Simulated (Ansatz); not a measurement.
# V(110) / 1 layer Mo(110) / V(110): resistance against film thickness

Aim: what a thin film of another metal adds to the resistance, first V(110) / 1 layer Mo(110) / V(110).

Method: Ansatz plane-wave DFT, PBE, PAW files; ballistic transport by layer matching (Landauer), zero bias, in Ansatz 0.2.0.

### Step 1. The structure

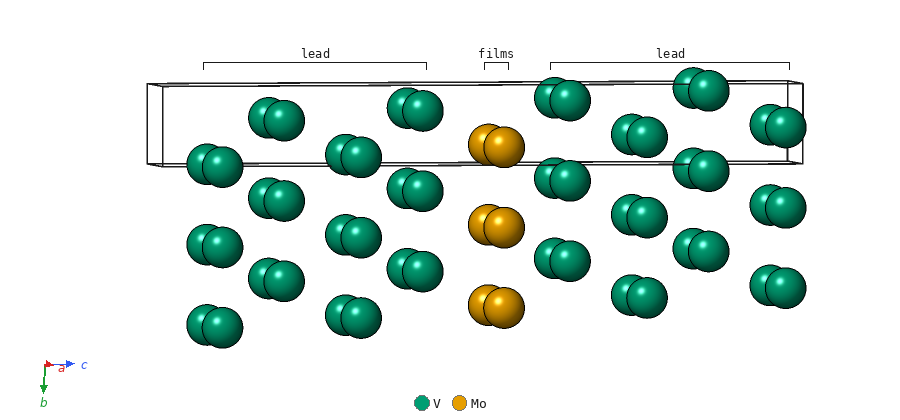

The cell as given, from the side, with the c axis across the page (vanadium teal, molybdenum orange). 2×3×1 cells are drawn.

The cell holds 9 atoms: 8 V and 1 Mo. Cell: a = 2.621 Å, b = 2.621 Å, c = 19.583 Å, α = 87.4°, β = 87.4°, γ = 109.5°. It derives from V and Mo. Regions: lead, 8 atoms (8 V); films, 1 atom (1 Mo). The structure is stacked along c, and the current runs across the ab planes.

### Step 2. With 1 layer

The film is laid into the lead at the lead's in-plane lattice, and the cell closes on the lead's own image. The mesh across the current, 30×30, is finer than the density's, because channels open and close sharply across the zone. Energies from -1 to 1 eV in steps of 0.036 eV cover the slope of the Fermi function at 300 K, so the program can form a conductance.

Contents of input.yaml:

```yaml
crystal:
  lattice:
    - [1.513, -2.1397051199, 0.0]
    - [1.513, 2.1397051199, 0.0]
    - [1.513, 0.0, 19.5244264433]
  atoms:
    - { symbol: V, position: [0.9726022026, 0.9726022026, 0.0547955948] }
    - { symbol: V, position: [0.4178066078, 0.4178066078, 0.1643867844] }
    - { symbol: V, position: [0.863011013, 0.863011013, 0.273977974] }
    - { symbol: V, position: [0.3082154182, 0.3082154182, 0.3835691635] }
    - { symbol: Mo, position: [0.75, 0.75, 0.5] }
    - { symbol: V, position: [0.1917845818, 0.1917845818, 0.6164308365] }
    - { symbol: V, position: [0.636988987, 0.636988987, 0.726022026] }
    - { symbol: V, position: [0.0821933922, 0.0821933922, 0.8356132156] }
    - { symbol: V, position: [0.5273977974, 0.5273977974, 0.9452044052] }
kpoints:
  mp_grid: { grid: [15, 15, 2] }
hamiltonian:
  xc: pbe
scf:
  occupations: { method: fermi_dirac, width: 0.1 }
output:
  transmission: { leads: [[0, 1]], kmesh: [30, 30], e_range: [-1.0, 1.0], de: 0.036 }
  write_potential: true
  write_density: true
  volumetric_format: npy
  elf: true
```

Command:

```sh
$ ansatz run input.yaml --threads 4 --pin off --max-ram 8192MiB --backend cpu --events-out ev --progress --plain --runs-dir out
```

Numbers of over 12 decimals in the logs are rounded to 6 here.

Log:

```text
Warning: crystal.symmetry: narrowed to the stabiliser of the k-point mesh — unitary ops 8 → 4; excluded 4 operations that carry a point of the 15×15×2 mesh (shift [0, 0, 0]) off the mesh (the run samples exactly the mesh kpoints.mp_grid names, as under crystal.symmetry.detect: false, and its converged state has the mesh's symmetry, not the crystal's; ε∞, the Born charges and the force constants of a linear response (`dielectric:` by the response, `phonons.method: dfpt`) are averaged over those of the crystal's operations that the state keeps within a tolerance, where `mesh_tensors`, `unaveraged_element` or `gamma_mean_max_change_ev_ang2` stands beside them; [rest of the remark cut]
Engine: ansatz 0.2.0, aarch64-unknown-linux-gnu
Pseudopotentials: kind: paw
Pseudopotential: V, paw, valence charge 13, recommended cutoff 420 eV (normal), V.paw.azcp
Pseudopotential: Mo, paw, valence charge 14, recommended cutoff 420 eV (normal), Mo.paw.azcp
Functional definition: PBE
  parameter kappa = 0.804
  parameter beta = 0.066725
  exchange = pbe_x(kappa = kappa, mu = beta*pi^2/3)
  correlation = pbe_c(beta = beta)
Crystal: 9 atoms, lattice volume = 126.416 Å³
Basis set: ecut = 420 eV, 2475 PW (Γ)
Bands: 71, of which v1, the nominal top of the filled ones, is band 59 counted from 1 (58 counted from 0)
Symmetry: 4 space group operations
k-points: 128 of 450
Non-local potential: V, projectors of the file, l = 0: 3, l = 1: 2, l = 2: 3, l = 3: 1
Non-local potential: Mo, projectors of the file, l = 0: 3, l = 1: 2, l = 2: 2, l = 3: 1
PAW form: soft (Blöchl's): semilocal exchange-correlation on the pseudo side does not see the compensation charge
PAW one-centre angular grid: V, 590 points (default); XC on 64 Gauss nodes
PAW one-centre angular grid: Mo, 590 points (default); XC on 64 Gauss nodes
Initial density: superposition of atomic densities (neutral atoms: chi_scale 0, normalization atom), corrected by the library's trained network
Initial wavefunctions: pseudopotential atomic-orbital guess
Functional: x = pbe(κ = 0.804, μ = 0.219515), c = pbe(β = 0.066725)
SCF iter   1: F=—  HF=-28255.648259 eV  |F-HF|=—  |Δ(HF+E_count)|=         —  Δρ=8.25e-3  dr2=1.91e0  ethr=1.77e-3  ⟨swp⟩=5.0  Hψ=30208  notcnv=0
preconditioner: auto → Kerker (q_TF=auto, 2.697 Å⁻¹)  [metal: Δε(μ)=0.003 eV  Ē_g=3.116 eV  σ=0.100 eV  W_gap=0.01  n_scr=40 (ndim 8)  ℏωp=22.4 eV  f_vac=0.000  D(μ)=14.33/eV (n_scr^D=188)]
SCF iter   2: F=—  HF=-28255.642301 eV  |F-HF|=—  |Δ(HF+E_count)|=   5.96e-3  Δρ=4.18e-3  dr2=5.06e-1  ethr=1.62e-3  ⟨swp⟩=1.0  Hψ=10498  notcnv=0
SCF iter   3: F=—  HF=-28255.639496 eV  |F-HF|=—  |Δ(HF+E_count)|=   2.81e-3  Δρ=7.09e-4  dr2=6.25e-4  ethr=4.29e-4  ⟨swp⟩=1.0  Hψ=9178  notcnv=0
SCF iter   4: F=—  HF=-28255.639476 eV  |F-HF|=—  |Δ(HF+E_count)|=   1.96e-5  Δρ=2.41e-4  dr2=8.47e-5  ethr=5.30e-7  ⟨swp⟩=2.0  Hψ=11977  notcnv=0
SCF iter   5: F=—  HF=-28255.639479 eV  |F-HF|=—  |Δ(HF+E_count)|=   2.97e-6  Δρ=9.70e-5  dr2=7.90e-6  ethr=7.17e-8  ⟨swp⟩=1.1  Hψ=9102  notcnv=0
SCF iter   6: F=—  HF=-28255.639479 eV  |F-HF|=—  |Δ(HF+E_count)|=   1.80e-7  Δρ=3.04e-5  dr2=2.73e-6  ethr=6.69e-9  ⟨swp⟩=2.1  Hψ=12123  notcnv=0
SCF iter   7: F=—  HF=-28255.639479 eV  |F-HF|=—  |Δ(HF+E_count)|=   1.25e-7  Δρ=6.20e-6  dr2=1.64e-7  ethr=2.32e-9  ⟨swp⟩=1.5  Hψ=9746  notcnv=0
SCF iter   8: F=-28255.639479 eV  HF=-28255.639479 eV  |F-HF|=6.12e-9  |Δ(HF+E_count)|=  4.26e-10  Δρ=1.25e-6  dr2=6.91e-9  ethr=8.47e-11  ⟨swp⟩=5.5  Hψ=21126  notcnv=0
SCF 1 converged in 8 iterations: F = -28255.639479 eV  dr2 = 6.91e-9
  greatest PAW one-centre occupation: 1.000 electrons in one spin orbital (limit 2), on the V atom at site 6 (counted from 0), in its partial waves of l = 0
transmission: 627 of 6266 steps passed
transmission: 1259 of 6266 steps passed
[...]
transmission: 6266 of 6266 steps passed
SCF converged after 8 iterations
Free energy (F): -28255.639479 eV
Harris-Foulkes:  -28255.639479 eV  (|F-HF|=6.12e-9)
Internal energy: -28255.170699 eV  (E = F + TS)
E sigma→0 (E₀):  -28255.405089 eV
Entropy (-TS):   -0.468780 eV (-52.087 meV/atom)
Fermi energy:    16.608068 eV
--- Per-component energies (eV) ---
  E_band       = -1263.330109
  E_kinetic    = 3127.045456
  E_local      = -8105.704986  (includes V_loc(G=0)·N_el)
  E_nonlocal   = -222.821269
  E_hartree    = 3606.049856
  E_xc         = -1225.912692
  E_vxc        = -1550.412521  (∫ρ·V_xc dr)
  E_paw        = -12101.598949  (= ΣΔE_a)
  E_vpaw       = -1723.538329  (= ΣTr[D̂ρ^β])
  E_aug_tail   = 0.002142  (compensation charges beyond the density's cutoff)
  E_ewald      = -13332.230258
  E_smearing   = -0.468780  (= −TS)
  E_closure    = -0.000000  (closes the sum)
  Σ components = -28255.639479   (vs F -28255.639479, Δ=0.00e0)
--- Band table (eV; the first three rows and the last of 128) ---
  k-point 0: bands = [... 55 lower, 16.6739, 16.7908, 16.7982, 16.9239, 16.9500, 16.9686, 16.9797, 17.3084, ... 8 higher]
  k-point 1: bands = [... 55 lower, 16.7757, 16.8171, 16.9133, 16.9426, 16.9816, 17.0355, 17.0801, 17.0828, ... 8 higher]
  k-point 2: bands = [... 55 lower, 16.6153, 16.7266, 16.7818, 16.8258, 16.9133, 16.9446, 17.0331, 17.3519, ... 8 higher]
  k-point 127: bands = [... 55 lower, 16.3518, 17.4474, 17.5951, 17.6500, 17.6963, 17.9840, 18.0619, 18.2419, ... 8 higher]
--- Transmission ---
  basis      : 63 plane waves across, 26 finite elements along
  points     : 241, standing for a mesh of 30 x 30
  filling    : by the input's occupations and mesh, since the crystals that have channels conduct as metals do. If one of these is a semiconductor, that mesh has misplaced its level
  energies   : 56 from -1.000000 to 0.980000 eV about the Fermi level, 0.036000 eV apart; the leads are filled to 0.000000 eV, and channels, transmission and decay are at 0.008000 eV
  crystal 0  : V1, at the sites [0, 1], period 2.1397 Å, over 17.12 Å; its Hamiltonian steps by up to 6.4 meV
    offset         : up to 0.0000 Å between an atom of the period and one for which it stands
    filled         : 23.4 meV over the level at which it is neutral
    channels       : 1.670000e0 a spin
    conductance    : 2.0081e15 S/m² at 300 K; may be off by some 0.0 % by where its bands' edges are placed, 3.9 % from the k-mesh, 2.2 % from the distance to neutral
    slowest decay  : 0.0795 /Å at (0.5000, 0.1667)
  junction   : crystal 0 to crystal 0, 0.70 to 18.08 Å
    transmission   : 1.112945e0 a spin
    conductance    : 1.3345e15 S/m² at 300 K (1.3502e15 on every other point, 1.3305e15 on every other energy)
    error estimate : 0.3 % from the energy spacing and 0.1 % from band edges of the leads and from resonances (wavevectors taken as independent; lower de), 3.4 % from the k-mesh, 4.6 % from the steps of its leads' Hamiltonians or their offsets (lay more layers), 1.5 % from the distance to neutral
    resistance     : 2.5135e-4 Ω µm² beyond half of each lead's own
```

Elapsed: 4 min, on 4 threads of Arm Neoverse V1, shared host; peak memory 1.1 GiB; 15 min of CPU time.

Reading the cycles: dr2 is the Hartree energy of the density residual (eV), the measure of convergence; HF is the Harris–Foulkes estimate of the energy, which meets the free energy F at convergence.

This run has no spin polarisation, although V can carry a moment.

Numbers from this step:

- free energy: -28255.6395 eV
- energy at zero smearing: -28255.4051 eV
- Fermi energy: 16.61 eV
- cell area: 6.475 Å²
- step of the lead's potential: 6.4 meV
- ballistic conductance of the lead: 2.01e15 S/m²
- estimated errors of the lead's conductance: 0, 3.9, 2.2 % (band edges, k-mesh, distance from neutral)
- lead conductance per cell: 1.678 G₀
- conductance of the junction: 1.33e15 S/m²
- junction conductance per cell: 1.115 G₀
- estimated errors of the junction's conductance: 0.3, 0.1, 3.4, 4.6, 1.5 % (energy step, band edges, k-mesh, leads' steps, distance from neutral)
- area resistance that the stack adds (contact term taken off, spin by spin): 0.2514 fΩ m²

Per spin. Transmission, zone mean against energy, zero at the Fermi level:

| energy (eV) | transmission, zone mean |
| --- | --- |
| -1.000 | 0.739 |
| -0.892 | 0.777 |
| -0.784 | 0.836 |
| -0.712 | 0.872 |
| -0.604 | 0.945 |
| -0.496 | 0.944 |
| -0.388 | 0.922 |
| -0.316 | 1.08 |
| -0.208 | 1.26 |
| -0.100 | 1.20 |
| 0.008 | 1.11 |
| 0.116 | 1.02 |
| 0.188 | 0.938 |
| 0.296 | 0.805 |
| 0.404 | 0.651 |
| 0.512 | 0.590 |
| 0.584 | 0.546 |
| 0.692 | 0.518 |
| 0.800 | 0.496 |
| 0.908 | 0.488 |

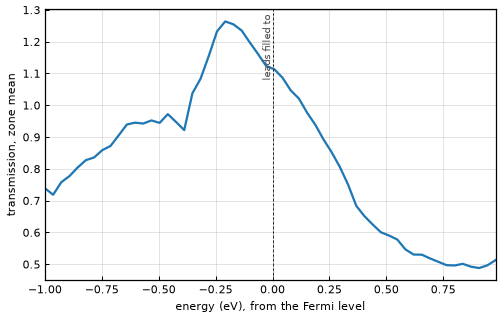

Transmission, zone mean against energy.

Per spin. Table of open channels, zone mean, lead by energy, zero at the Fermi level:

| energy (eV) | open channels, zone mean, lead |
| --- | --- |
| -1.000 | 1.33 |
| -0.892 | 1.39 |
| -0.784 | 1.52 |
| -0.640 | 1.60 |
| -0.532 | 1.52 |
| -0.424 | 1.49 |
| -0.316 | 1.73 |
| -0.172 | 1.99 |
| -0.064 | 1.79 |
| 0.008 | 1.67 |
| 0.044 | 1.62 |
| 0.152 | 1.42 |
| 0.296 | 1.16 |
| 0.404 | 0.844 |
| 0.512 | 0.727 |
| 0.620 | 0.66 |
| 0.764 | 0.649 |
| 0.872 | 0.598 |
| 0.980 | 0.669 |

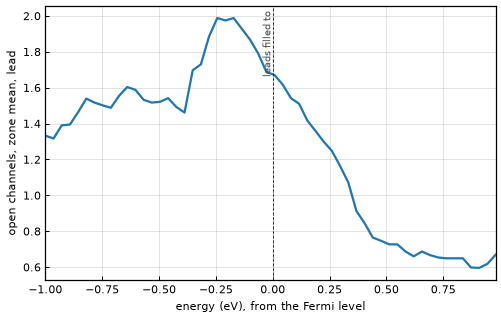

Open channels, zone mean, lead against energy.

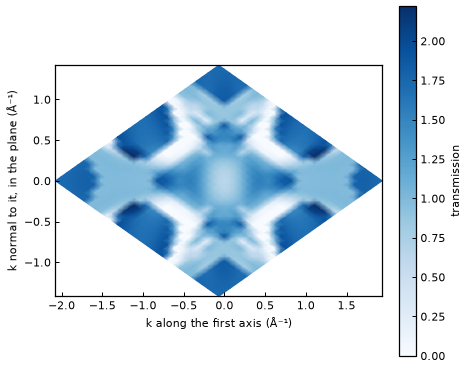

Transmission over k1 and k2. At 0.0080 eV from the Fermi level.

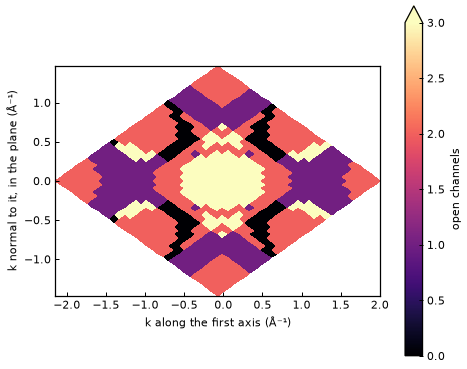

Open channels over k1 and k2. At 0.0080 eV from the Fermi level.

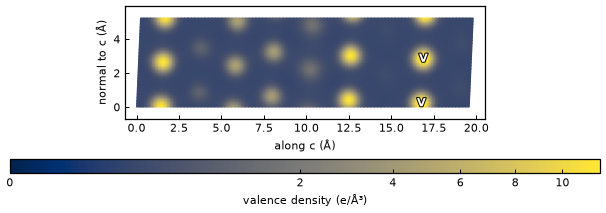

Valence density in the ca plane at fractional y = 0.082, with atoms of V within 0.2 Å of it. It is the smooth field of the valence electrons, not physical close to the nuclei. The colour scale is stretched toward low values.

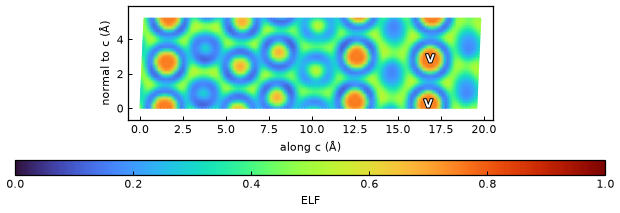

ELF in the ca plane at fractional y = 0.082, with atoms of V within 0.2 Å of it. It is the smooth field of the valence electrons, not physical close to the nuclei.

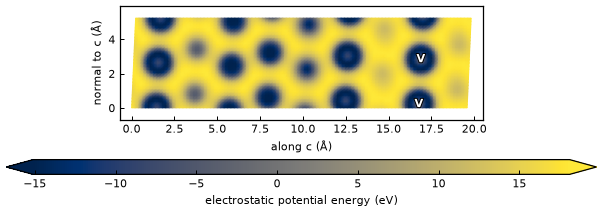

Electrostatic potential energy in the ca plane at fractional y = 0.082, with atoms of V within 0.2 Å of it. With pseudopotentials it is smooth inside the atoms' cores, unlike the true potential.

The lead's potential steps by 6.4 meV from period to period, small in itself. The program estimates the junction's conductance to 3.4 % from the k-mesh, 1.5 % from the leads' distance from neutral and 4.6 % from their steps.

By hand: 1/G − 1/G_lead = 1/1.335 − 1/2.008 = 0.251 fΩ m² with G in 10¹⁵ S/m².

### Step 3. With 3 layers, k-mesh 15×15×1, film layers 3

The stack now holds 3 film layers; the k-mesh follows the cell, and the energies span -0.27 to 0.27 eV.

System of this step: V(110) / 3 layers Mo(110) / V(110). The cell holds 11 atoms: 8 V and 3 Mo. Its edges and angles: a = 2.621 Å, b = 2.621 Å, c = 24.385 Å, α = 87.9°, β = 87.9°, γ = 109.5°. It derives from V and Mo. Regions: lead, 8 atoms (8 V); films, 3 atoms (3 Mo). The structure is stacked along c, and the current runs across the ab planes.

Contents of input.yaml:

```yaml
crystal:
  lattice:
    - [1.513, -2.1397051199, 0.0]
    - [1.513, 2.1397051199, 0.0]
    - [1.513, 0.0, 24.3379974119]
  atoms:
    - { symbol: V, position: [0.978020941, 0.978020941, 0.0439581179] }
    - { symbol: V, position: [0.4340628231, 0.4340628231, 0.1318743537] }
    - { symbol: V, position: [0.8901047052, 0.8901047052, 0.2197905896] }
    - { symbol: V, position: [0.3461465873, 0.3461465873, 0.3077068254] }
    - { symbol: Mo, position: [0.7994450189, 0.7994450189, 0.4011099622] }
    - { symbol: Mo, position: [0.25, 0.25, 0.5] }
    - { symbol: Mo, position: [0.7005549811, 0.7005549811, 0.5988900378] }
    - { symbol: V, position: [0.1538534127, 0.1538534127, 0.6922931746] }
    - { symbol: V, position: [0.6098952948, 0.6098952948, 0.7802094104] }
    - { symbol: V, position: [0.0659371769, 0.0659371769, 0.8681256463] }
    - { symbol: V, position: [0.521979059, 0.521979059, 0.9560418821] }
kpoints:
  mp_grid: { grid: [15, 15, 1] }
hamiltonian:
  xc: pbe
scf:
  occupations: { method: fermi_dirac, width: 0.1 }
output:
  transmission:
    leads: [[0, 1]]
    kmesh: [30, 30]
    e_range: [-0.27, 0.27]
    de: 0.036
  write_potential: true
  write_density: true
  volumetric_format: npy
```

Log:

```text
[...]
Crystal: 11 atoms, lattice volume = 157.582 Å³
Basis set: ecut = 420 eV, 3083 PW (Γ)
Bands: 88, of which v1, the nominal top of the filled ones, is band 73 counted from 1 (72 counted from 0)
Symmetry: 4 space group operations
k-points: 64 of 225
[...]
--- Transmission ---
  basis      : 63 plane waves across, 34 finite elements along
  points     : 241, standing for a mesh of 30 x 30
[...]
filled         : 23.1 meV over the level at which it is neutral
    channels       : 1.665556e0 a spin
[...]
slowest decay  : 0.0882 /Å at (0.5000, 0.1667)
  junction   : crystal 0 to crystal 0, 0.70 to 22.90 Å
    transmission   : 7.538377e-1 a spin
[...]
resistance     : 5.9910e-4 Ω µm² beyond half of each lead's own
[key lines of the parts left out:]
SCF converged after 8 iterations
Free energy (F): -38167.567512 eV
Fermi energy:    17.499835 eV
```

Run time: 2.3 min. Hardware: 4 threads; peak memory 1 GiB; 8.1 min of CPU time.

This step gave:

| Quantity | Value |
| --- | --- |
| free energy | -38167.5675 eV |
| energy at zero smearing | -38167.3180 eV |
| Fermi energy | 17.50 eV |
| step of the lead's potential | 6.1 meV |
| estimated errors of the lead's conductance | 0, 3.9, 2.1 % (band edges, k-mesh, distance from neutral) |
| lead conductance per cell | 1.679 G₀ |
| conductance of the junction | 9.12e14 S/m² |
| junction conductance per cell | 0.7619 G₀ |
| estimated errors of the junction's conductance | 0.1, 0.1, 5.3, 6.3, 1.4 % (energy step, band edges, k-mesh, leads' steps, distance from neutral) |
| area resistance that the stack adds (contact term taken off, spin by spin) | 0.5991 fΩ m² |

Per spin. Table of transmission, zone mean by energy, zero at the Fermi level:

| energy (eV) | transmission, zone mean |
| --- | --- |
| -0.270 | 0.783 |
| -0.234 | 0.823 |
| -0.198 | 0.829 |
| -0.162 | 0.834 |
| -0.126 | 0.825 |
| -0.090 | 0.802 |
| -0.054 | 0.785 |
| -0.018 | 0.773 |
| 0.018 | 0.754 |
| 0.054 | 0.735 |
| 0.090 | 0.718 |
| 0.126 | 0.701 |
| 0.162 | 0.677 |
| 0.198 | 0.645 |
| 0.234 | 0.607 |
| 0.270 | 0.579 |

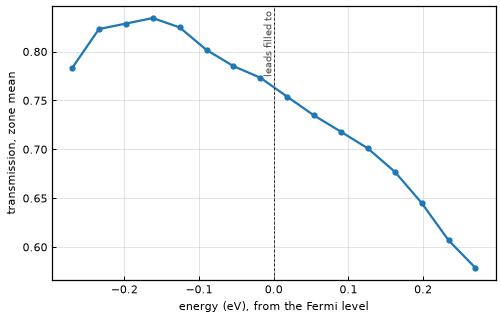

Transmission, zone mean against energy.

The conductance of the junction is 9.1e14 S/m², 32 % under the 1.3e15 S/m² of the last finished run.

### Step 4. With 5 layers, k-mesh 15×15×1, film layers 5

The stack now holds 5 film layers; the k-mesh follows the cell, and the energies span -0.27 to 0.27 eV.

System of this step: V(110) / 5 layers Mo(110) / V(110). The cell holds 13 atoms: 8 V and 5 Mo. Cell: a = 2.621 Å, b = 2.621 Å, c = 29.191 Å, α = 88.3°, β = 88.3°, γ = 109.5°. It derives from V and Mo. Regions: lead, 8 atoms (8 V); films, 5 atoms (5 Mo). The structure is stacked along c, and the current runs across the ab planes.

input.yaml, the sections that differ from step 3:

```yaml
crystal:
  lattice:
    - [1.513, -2.1397051199, 0.0]
    - [1.513, 2.1397051199, 0.0]
    - [1.513, 0.0, 29.1515683806]
  atoms:
    - { symbol: V, position: [0.9816501715, 0.9816501715, 0.036699657] }
    - { symbol: V, position: [0.4449505145, 0.4449505145, 0.1100989709] }
    - { symbol: V, position: [0.9082508576, 0.9082508576, 0.1834982849] }
    - { symbol: V, position: [0.3715512006, 0.3715512006, 0.2568975988] }
    - { symbol: Mo, position: [0.8325610977, 0.8325610977, 0.3348778047] }
    - { symbol: Mo, position: [0.2912805488, 0.2912805488, 0.4174389023] }
    - { symbol: Mo, position: [0.75, 0.75, 0.5] }
    - { symbol: Mo, position: [0.2087194512, 0.2087194512, 0.5825610977] }
    - { symbol: Mo, position: [0.6674389023, 0.6674389023, 0.6651221953] }
    - { symbol: V, position: [0.1284487994, 0.1284487994, 0.7431024012] }
    - { symbol: V, position: [0.5917491424, 0.5917491424, 0.8165017151] }
    - { symbol: V, position: [0.0550494855, 0.0550494855, 0.8899010291] }
    - { symbol: V, position: [0.5183498285, 0.5183498285, 0.963300343] }
# kpoints, hamiltonian, scf, output: as in step 3
```

Log:

```text
[...]
Crystal: 13 atoms, lattice volume = 188.749 Å³
Basis set: ecut = 420 eV, 3691 PW (Γ)
Bands: 105, of which v1, the nominal top of the filled ones, is band 87 counted from 1 (86 counted from 0)
Symmetry: 4 space group operations
k-points: 64 of 225
[...]
--- Transmission ---
  basis      : 63 plane waves across, 42 finite elements along
  points     : 241, standing for a mesh of 30 x 30
[...]
filled         : 24.2 meV over the level at which it is neutral
    channels       : 1.665556e0 a spin
[...]
slowest decay  : 0.0894 /Å at (0.5000, 0.1667)
  junction   : crystal 0 to crystal 0, 0.70 to 27.71 Å
    transmission   : 6.782406e-1 a spin
[...]
resistance     : 7.2617e-4 Ω µm² beyond half of each lead's own
[key lines of the parts left out:]
SCF converged after 9 iterations
Free energy (F): -48079.407665 eV
Fermi energy:    18.109640 eV
```

It took 2.7 min on 4 threads; peak memory 1.3 GiB.

This step gave:

- free energy: -48079.4077 eV
- energy at zero smearing: -48079.1348 eV
- Fermi energy: 18.11 eV
- step of the lead's potential: 6.2 meV
- estimated errors of the lead's conductance: 0, 3.9, 2.3 % (band edges, k-mesh, distance from neutral)
- lead conductance per cell: 1.677 G₀
- conductance of the junction: 8.17e14 S/m²
- junction conductance per cell: 0.6825 G₀
- estimated errors of the junction's conductance: 0.2, 0, 6.5, 3.8, 0.7 % (energy step, band edges, k-mesh, leads' steps, distance from neutral)
- area resistance that the stack adds (contact term taken off, spin by spin): 0.7262 fΩ m²

Per spin. Transmission, zone mean against energy, zero at the Fermi level:

| energy (eV) | transmission, zone mean |
| --- | --- |
| -0.270 | 0.676 |
| -0.234 | 0.701 |
| -0.198 | 0.706 |
| -0.162 | 0.716 |
| -0.126 | 0.712 |
| -0.090 | 0.708 |
| -0.054 | 0.695 |
| -0.018 | 0.685 |
| 0.018 | 0.678 |
| 0.054 | 0.676 |
| 0.090 | 0.651 |
| 0.126 | 0.643 |
| 0.162 | 0.626 |
| 0.198 | 0.615 |
| 0.234 | 0.591 |
| 0.270 | 0.578 |

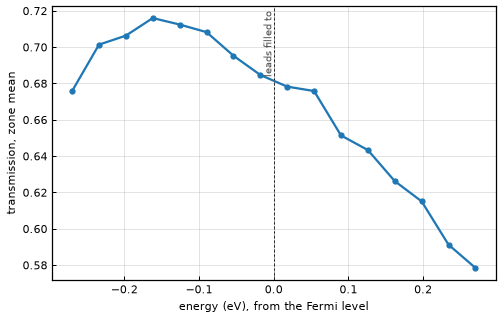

Transmission, zone mean against energy.

The conductance of the junction is 8.2e14 S/m², 10 % under the 9.1e14 S/m² of the last finished run, no more than the error estimates, leads' steps apart, of 5.3 and 6.5 % together.

[end of part 1 of 2]

[Logs are printed without paths, hosts, clocks, repeated set-up lines and the standing remarks that a program may print on its own settings, such as how far it seeks lower states.]

[Hosts, paths, dates, database ids (printed as entryN), source tags and the programs' standing remarks are cut or masked in the printed files.]
